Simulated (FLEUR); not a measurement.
**A series of single points on Si**

System: Si (Fd-3m, 2 atoms in the cell).
Method: Kohn-Sham DFT of a periodic cell, BH, all-electron, no spin polarisation (FLEUR MaX-R8.1 (later development tree)).

The 5 runs differ only in the geometry, by an even scaling of the cell at fixed fractional positions. The structure derives from a Materials Project entry.

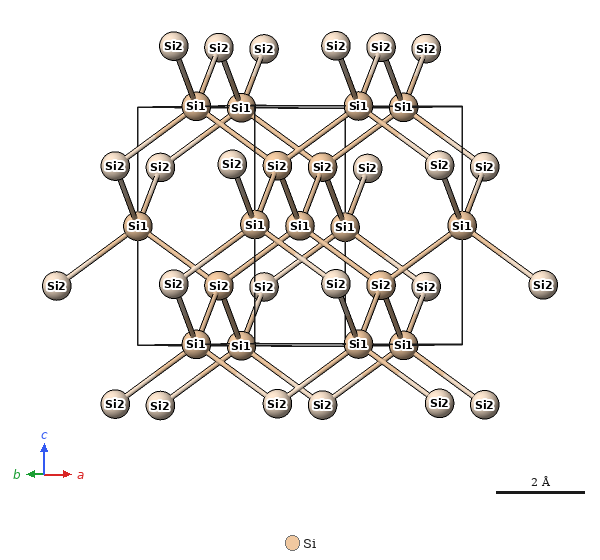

Figure 1. The structure of run 3 (ball-and-stick view of the cell 4 times as large as that of the calculation, set on its symmetry axes, seen at an oblique angle; neighbours outside the cell are drawn fainter; atoms are numbered from 1 in the order of the input).

### Input of run 3
```
<?xml version="1.0" encoding="UTF-8" standalone="no"?>
<fleurInput fleurInputVersion="0.39">
   <comment>
      Si                                                                                                  
   </comment>
   <calculationSetup>
      <cutoffs Kmax="4.9" Gmax="15.2" GmaxXC="15.2" numbands="0"/>
      <scfLoop itmax="60" minDistance="0.00001" maxIterBroyd="15" imix="Anderson" alpha="0.05" precondParam="0.0" spinf="2.0" sdNocoIR="T"/>
      <coreElectrons ctail="T" frcor="F" kcrel="0" coretail_lmax="0"/>
      <xcFunctional name="bh" relativisticCorrections="F"/>
      <magnetism jspins="1"/>
      <soc l_soc="F" theta="0.0" phi="0.0" spav="F"/>
      <expertModes spex="0" secvar="F"/>
      <geometryOptimization l_f="F" forcealpha="1.0" forcemix="BFGS" epsdisp="0.00001" epsforce="0.00001"/>
      <ldaU l_linMix="F" mixParam="0.05" spinf="1.0"/>
   </calculationSetup>
   <cell>
      <bzIntegration valenceElectrons="24.0" mode="hist" fermiSmearingEnergy="0.00183747">
         <kPointListSelection listName="default-1"/>
         <!-- k-points included here -->
         <xi:include xmlns:xi="http://www.w3.org/2001/XInclude" href="kpts.xml"> </xi:include>
      </bzIntegration>
      <!-- symmetry operations included here -->
      <xi:include xmlns:xi="http://www.w3.org/2001/XInclude" href="sym.xml"> </xi:include>
      <bulkLattice scale="1.0000000000">
         <bravaisMatrix>
            <row-1>    0.0000000000000000     5.1435532944025564     5.1435532944025564</row-1>
            <row-2>    5.1435532944025564     0.0000000000000000     5.1435532944025564</row-2>
            <row-3>    5.1435532944025564     5.1435532944025564     0.0000000000000000</row-3>
         </bravaisMatrix>
      </bulkLattice>
   </cell>
   <atomSpecies>
      <species name="Silicon (Si)" element="Si" atomicNumber="14">
         <mtSphere radius="2.0" gridPoints="681" logIncrement="0.017"/>
         <atomicCutoffs lmax="8" lnonsphr="6"/>
         <electronConfig flipSpins="F">
            <coreConfig>(1s1/2)</coreConfig>
            <valenceConfig>(2s1/2) (2p1/2) (2p3/2) (3s1/2) (3p1/2) (3p3/2)</valenceConfig>
            <stateOccupation state="(3p1/2)" spinUp="0.333333" spinDown="0.333333"/>
            <stateOccupation state="(3p3/2)" spinUp="0.666667" spinDown="0.666667"/>
         </electronConfig>
         <energyParameters s="3" p="3" d="3" f="4"/>
         <lo type="SCLO" l="0" n="2" eDeriv="0"/>
         <lo type="SCLO" l="1" n="2" eDeriv="0"/>
         <lo type="SCLO" l="2" n="3" eDeriv="2"/>
         <lo type="SCLO" l="3" n="4" eDeriv="2"/>
      </species>
   </atomSpecies>
   <atomGroups>
      <atomGroup species="Silicon (Si)">
         <relPos label="                   1">3.000/8.000 3.000/8.000 3.000/8.000</relPos>
         <relPos label="                   2">-3.000/8.000 -3.000/8.000 -3.000/8.000</relPos>
         <force calculate="T" relaxXYZ="TTT"/>
      </atomGroup>
   </atomGroups>
   <output dos="F" band="F" slice="F">
      <checks vchk="F" cdinf="F"/>
      <bandDOS minEnergy="-.5*Htr" maxEnergy="0.5*Htr" sigma="0.015" storeEVData="T"/>
      <vacuumDOS vacdos="F" integ="F" star="F" nstars="0" locx1="0.0" locy1="0.0" locx2="0.0" locy2="0.0" nstm="0" tworkf="0.0"/>
      <unfoldingBand unfoldBand="F" supercellX="1" supercellY="1" supercellZ="1"/>
      <plotting iplot="0" polar="F">
         <plot TwoD="T" vec1="  1.0  0.0  0.0" vec2="  0.0  1.0  0.0" vec3="  0.0  0.0  1.0" zero="  0.0  0.0  0.0" file="plot"/>
      </plotting>
      <chargeDensitySlicing numkpt="0" minEigenval="0.0" maxEigenval="0.0" nnne="0" pallst="F"/>
      <specialOutput eonly="F"/>
      <moessbauerParams electricFieldGradient="T" isomerShift="T" coreHyperfine="T" valenceHyperfine="T"/>
      <magneticCircularDichroism mcd="F" energyLo="-10.0" energyUp="0.0"/>
   </output>
  <!-- We include the file relax.xml here to enable relaxations (see documentation) -->
  <xi:include xmlns:xi="http://www.w3.org/2001/XInclude" href="relax.xml"> <xi:fallback/> </xi:include>
</fleurInput>
```

Command:
```bash
inpgen -f crystal.txt -profile fastHighL; fleur_MPI
```

Lattice vectors (Å) and fractional positions of run 3:
```
   0.000000    2.721851    2.721851
   2.721851    0.000000    2.721851
   2.721851    2.721851    0.000000
Si  0.500000  0.500000  0.500000
Si  0.750000  0.750000  0.750000
```

Run 4 has the same physical settings and fractional positions; its lattice vectors (Å) are:
```
   0.000000    2.757669    2.757669
   2.757669    0.000000    2.757669
   2.757669    2.757669    0.000000
```

### Results, with one run withheld

```csv
run,volume per atom (Å³),"free energy per atom, from the lowest run given (meV)",gap on the mesh (eV)
1,18.955,5.61,0.44
2,19.358,0.00,0.48
3,20.165,4.49,0.54
4,20.971,?,?
5,21.375,42.93,0.62
```

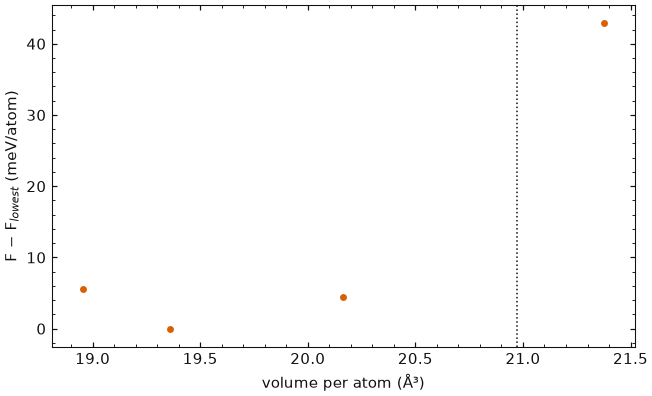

Figure 2. Free energy per atom of the runs given; the dotted line marks run 4.

Fit the runs given and predict run 4.

A quadratic polynomial in V^(−2/3) (the Birch–Murnaghan form), fitted to the 4 runs given, misses them by at most 0.03 meV per atom. With x = V^(−2/3) − 0.13605 Å⁻², it reads F = 1.1806 − 2314.8 x + 7.0887e+05 x² (meV per atom). At run 4 it gives 26.40 meV per atom, and the run itself gives 26.48. The fit has its minimum at 19.574 Å³ per atom, where V d²F/dV² gives 97.8 GPa: the bulk modulus at this level, since symmetry fixes the shape and the positions. The gap on the mesh goes, without turning, from 0.44 eV in run 1 to 0.62 eV in run 5; run 4 has 0.60 eV. These are gaps of this functional on this mesh, which can miss the band edges; they aren't the measured gap.

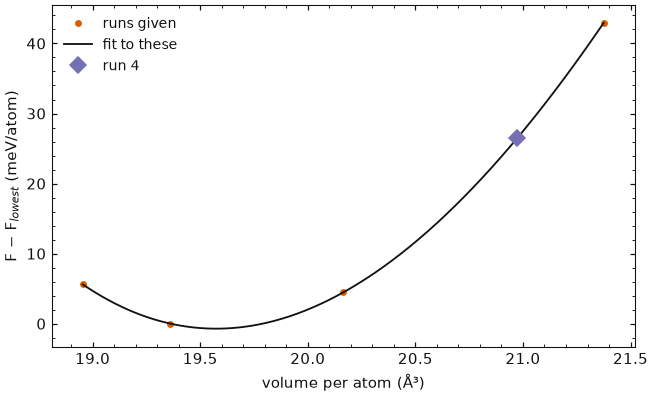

Figure 3. The fit and the withheld run.

### Output (run 4)
```
Welcome to FLEUR        (www.flapw.de)
      MaX-Release 8.1          (www.max-centre.eu)

 ========== k-point set info ==========
 Selected k-point list: default-1
 k-point list type: mesh
 8 x 8 x 8
 Number of k points: 29

 ------------Calculation Setup---------------------------
 Number of MPI-tasks      :            1
 Number of PE/node        :            1
 Number of OMP-threads    :            1
 Most efficient MPI parallelization for:
           1          29
 Additional eigenvalue parallelization possible
 Number of basis functions:          644
 Approximate size of matrices (H+S) per k-point:         0.006 GB
 --------------------------------------------------------

 Iteration:     1   Distance:       7.34216802 me/bohr^3

 Iteration:     2   Distance:       6.93129983 me/bohr^3

 Iteration:     3   Distance:       0.81019827 me/bohr^3

 Iteration:     4   Distance:       0.80816787 me/bohr^3

 Iteration:     5   Distance:       0.37181091 me/bohr^3

 Iteration:     6   Distance:       0.02880012 me/bohr^3

 Iteration:     7   Distance:       0.01677726 me/bohr^3

 Iteration:     8   Distance:       0.00138889 me/bohr^3

 Iteration:     9   Distance:       0.00116176 me/bohr^3

 Iteration:    10   Distance:       0.00005368 me/bohr^3

 Iteration:    11   Distance:       0.00000523 me/bohr^3

 ********************************************************************
 Run finished successfully
 Stop message:
   all done
 ********************************************************************
```
